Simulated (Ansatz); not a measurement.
**Single-point calculation of MoS2 (part 2 of 2)**

The same run, continued: MoS2 (6 atoms in the cell); DFT PBEsol, spin-orbit coupling, plane waves, PAW (Ansatz 0.2.0); cutoff 420 eV, 7×7×7 k-mesh, Gaussian smearing of 0.05 eV. The structure derives from an entry of the Crystallography Open Database. It belongs to a series of runs on one base structure; here: canted directions free.

Geometry of the input (Å; fractional positions):
```
1.5855  -0.9154  12.2300
-1.5855  -0.9154  12.2300
0.0000  -3.6616  12.2300
Mo 0.0000  0.0000  0.0000
S  0.7500  0.7500  0.6250
S  0.2500  0.2500  0.8750
Mo -0.0000  -0.0000  0.5000
S  0.7500  0.7500  0.1250
S  0.2500  0.2500  0.3750
```

Output, continued:
```
Fermi energy:    11.215041 eV
--- Per-component energies (eV) ---
  E_band       = -314.440407
  E_kinetic    = 1314.799320
  E_local      = -3958.647317  (includes V_loc(G=0)·N_el)
  E_nonlocal   = 402.863991
  E_hartree    = 1522.805324
  E_xc         = -751.552094
  E_vxc        = -809.442445  (∫ρ·V_xc dr)
  E_paw        = -8625.977407  (= ΣΔE_a)
  E_vpaw       = -309.624178  (= ΣTr[D̂ρ^β])
  E_aug_tail   = 0.000072  (compensation charges beyond the density's cutoff)
  E_ewald      = -3245.880119
  E_core_change = 0.668901  (= ΣΔE_core)
  E_smearing   = -0.006349  (= −TS)
  E_closure    = -0.000000  (closes the sum)
  Σ components = -13340.925679   (vs F -13340.925679, Δ=0.00e0)
--- Forces (eV/Å), atoms counted from 1 ---
  atom   1  Mo     0.00000000     0.00000000     0.00000000
  atom   2  S     -0.00000001     0.00000001     0.76800442
  atom   3  S      0.00000000    -0.00000000    -0.76800411
  atom   4  Mo     0.00000000     0.00000000     0.00000000
  atom   5  S     -0.00000000     0.00000000     0.76800411
  atom   6  S      0.00000001    -0.00000001    -0.76800442
  max |Σ_I F_I| component: 0.00e0 eV/Å
--- Stress (GPa, compression-positive) ---
        1.559505       0.000000      -0.000000
        0.000000       1.559505       0.000000
       -0.000000       0.000000       6.267578
  P = ⅓ Tr σ = 3.1289 GPa (31.289 kbar)
--- Band table (eV; the first three rows and the last of 172) ---
  k-point 0: bands = ["-50.5889", "-50.5889", "-50.5889", "-50.5889", "-26.3666", "-26.3666", "-26.3665", "-26.3665", "-23.8993", "-23.8993", "-23.8992", "-23.8992", "-23.8140", "-23.8140", "-23.8139", "-23.8139", "-4.0683", "-4.0683", "-3.8125", "-3.8125", "-2.8249", "-2.8249", "-2.4050", "-2.4050", "3.9966", "3.9966", "4.9963", "4.9963", "6.8653", "6.8653", "6.8813", "6.8813", "6.8979", "6.8979", "6.9153", "6.9153", "7.1926", "7.1926", "9.3564", "9.3564", "9.8141", "9.8141", "10.0429", "10.0429", "10.0477", "10.0477", "10.0594", "10.0594", "10.0644", "10.0644", "10.7506", "10.7507", "10.8434", "10.8434", "10.8546", "10.8546", "10.9463", "10.9463", "11.0689", "11.0689", "14.5010", "14.5010", "14.5278", "14.5278"]
  k-point 1: bands = ["-50.5812", "-50.5812", "-50.5812", "-50.5812", "-26.3886", "-26.3886", "-26.3885", "-26.3885", "-23.9130", "-23.9130", "-23.9129", "-23.9129", "-23.8576", "-23.8576", "-23.8576", "-23.8576", "-3.7381", "-3.7381", "-3.4887", "-3.4887", "-2.7170", "-2.7170", "-2.3486", "-2.3486", "4.4127", "4.4127", "5.3456", "5.3456", "5.8365", "5.8365", "6.2528", "6.2528", "7.0415", "7.0415", "7.0702", "7.0702", "8.0378", "8.0378", "8.4841", "8.4841", "8.6090", "8.6090", "9.2604", "9.2604", "9.2996", "9.2996", "9.6414", "9.6414", "9.8631", "9.8631", "10.3257", "10.3257", "11.2062", "11.2062", "11.5414", "11.5414", "11.6487", "11.6487", "11.8888", "11.8888", "13.7579", "13.7579", "13.8833", "13.8833"]
  k-point 2: bands = ["-50.5640", "-50.5640", "-50.5640", "-50.5640", "-26.4409", "-26.4409", "-26.4409", "-26.4409", "-24.0120", "-24.0120", "-24.0120", "-24.0120", "-23.8808", "-23.8808", "-23.8808", "-23.8808", "-2.9043", "-2.9043", "-2.7581", "-2.7581", "-2.3579", "-2.3579", "-2.1948", "-2.1948", "4.9364", "4.9364", "5.2774", "5.2774", "5.7270", "5.7270", "5.9902", "5.9902", "6.2194", "6.2194", "6.5135", "6.5135", "7.0703", "7.0703", "7.1136", "7.1136", "8.5574", "8.5574", "8.7380", "8.7380", "8.9815", "8.9815", "9.0726", "9.0726", "9.4319", "9.4319", "9.6051", "9.6051", "11.7008", "11.7008", "11.9335", "11.9335", "12.0065", "12.0065", "12.3086", "12.3086", "13.9005", "13.9005", "14.3862", "14.3862"]
  k-point 171: bands = ["-50.5501", "-50.5501", "-50.5501", "-50.5501", "-26.4859", "-26.4859", "-26.4859", "-26.4859", "-24.1037", "-24.1037", "-24.1037", "-24.1037", "-23.8804", "-23.8804", "-23.8804", "-23.8804", "-2.4501", "-2.4501", "-2.3358", "-2.3358", "-1.7280", "-1.7280", "-1.5793", "-1.5793", "4.0950", "4.0950", "4.2403", "4.2403", "5.2949", "5.2949", "5.5956", "5.5956", "6.3769", "6.3769", "6.5312", "6.5312", "6.8040", "6.8040", "6.8666", "6.8666", "8.0467", "8.0467", "8.1962", "8.1962", "9.0722", "9.0722", "9.1451", "9.1451", "9.2779", "9.2779", "9.4475", "9.4475", "12.0797", "12.0797", "12.1094", "12.1094", "12.5823", "12.5823", "12.9314", "12.9314", "14.5250", "14.5250", "14.9183", "14.9183"]
--- Löwdin populations: 6 sites ---
  site symbol       q [e]
     0     Mo     13.6796
     1      S      6.0569
     2      S      6.0569
     3     Mo     13.6796
     4      S      6.0569
     5      S      6.0569
  spilling = 0.007943 (of n_electrons = 52.000000)
--- Occupation matrices: 2 shells (Löwdin-built; ε = 2.00e-2, provisional) ---
  Mo0 d_4D: site group D3d (-3m)
  Mo0 d_4D spinor Tr n = 5.2040  λ = 0.471 0.471 0.480 0.480 0.530 0.530 0.560 0.560 0.560 0.560  [4× x2-y2 0.34 E1/2g(0.50) | 2× z2 0.73 E1/2g(1.00) | 4× xz 0.29 E1/2g(0.50)]
  Mo3 d_4D: site group D3d (-3m)
  Mo3 d_4D spinor Tr n = 5.2040  λ = 0.471 0.471 0.480 0.480 0.530 0.530 0.560 0.560 0.560 0.560  [4× x2-y2 0.34 E1/2g(0.50) | 2× z2 0.73 E1/2g(1.00) | 4× xz 0.29 E1/2g(0.50)]
  Tr n, λ and their labels are of the run-group-symmetrised matrices; stabiliser: 48 of 48 elements of G0×{1,Θ} (closed), max defect 1.5e-6 at τ = 4.2e-3
```

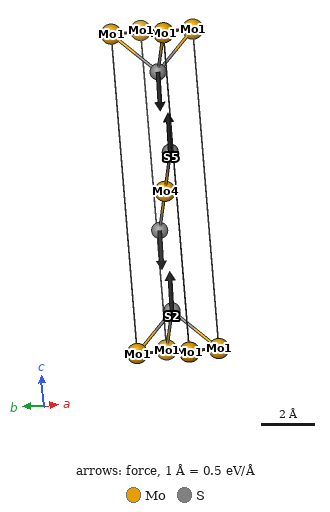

Figure 1. Forces on the atoms as black arrows (ball-and-stick view of the reduced cell, seen at an oblique angle; atoms are numbered from 1 in the order of the input). The largest act on all 4 S atoms (0.77 eV/Å). The geometry is not a stationary point of this energy.

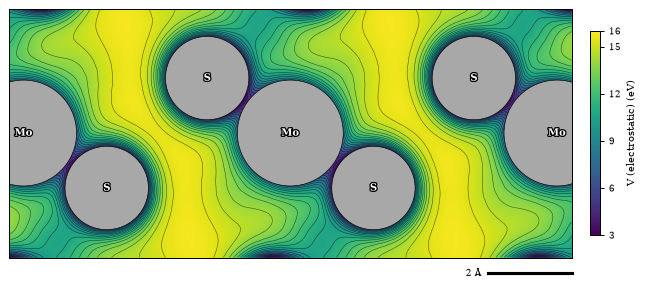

Figure 2. Electrostatic potential (local pseudopotential plus Hartree) felt by an electron on the (11̄0) plane of the calculation cell. Grey discs, where drawn, cover atomic cores. Atoms in the plane: Mo and S. Outside the cores the potential energy rises away from the atoms and is highest about 2.3 Å from the nearest atoms; outside the discs it spans about 13 eV, and its zero is arbitrary. The fields are those of the smooth PAW valence density.

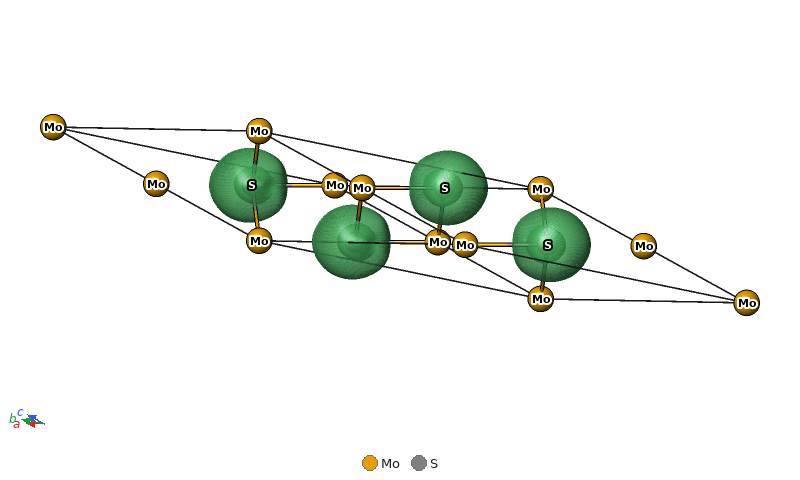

Figure 3. Isosurface of the electron localisation function at 0.7 (green), seen at an oblique angle. Core shells and regions of very low density are left out. Sticks mark near contacts. The outline is the calculation cell. Profiles from the grid: Mo–S (2.39 Å): the ELF is about 0.40 at the midpoint.

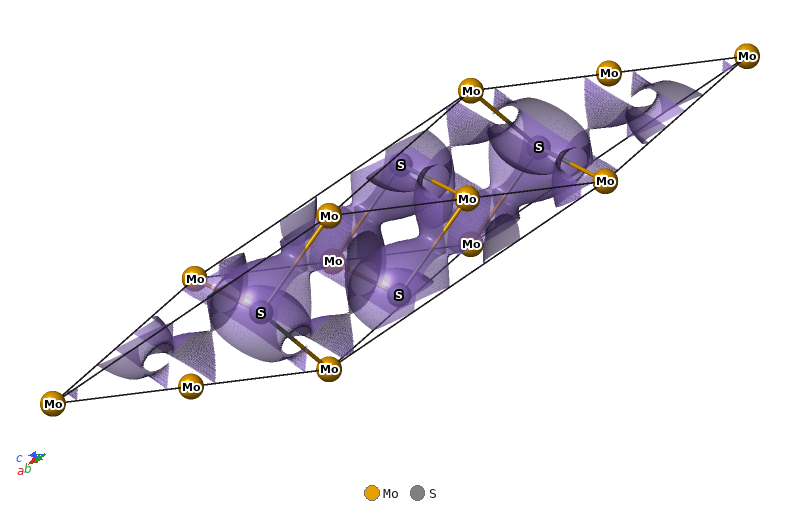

Figure 4. Isosurface of the valence charge density (pseudo) at 0.5 e/Å³ (purple), seen at an oblique angle. Sticks mark near contacts. The outline is the calculation cell. At this value the density is joined into sheets; it holds about 70 % of the electrons treated as valence (semicore included). On the grid the lowest density along these lines, outside the cores, is 0.6 e/Å³ (Mo–S, 2.39 Å).

Results in brief:

```csv
quantity,value
outcome,converged
space group (tolerance 0.01 Å),R-3m (166)
electrons treated,52
free energy,−13340.9257 eV
Fermi energy,11.215 eV
gap on the k-point mesh,none (metallic)
net moment of the cell,0.00 μB
integrated absolute moment,0.00 μB
pressure,3.13 GPa
largest force (length of the vector),0.768 eV/Å
wall time,4.1 min (CPU time 16 min)
peak memory,2.1 GiB
```

Notes:

The program warns: some starting moments were not kept; the SCF threshold is looser than advised for the printed stress.
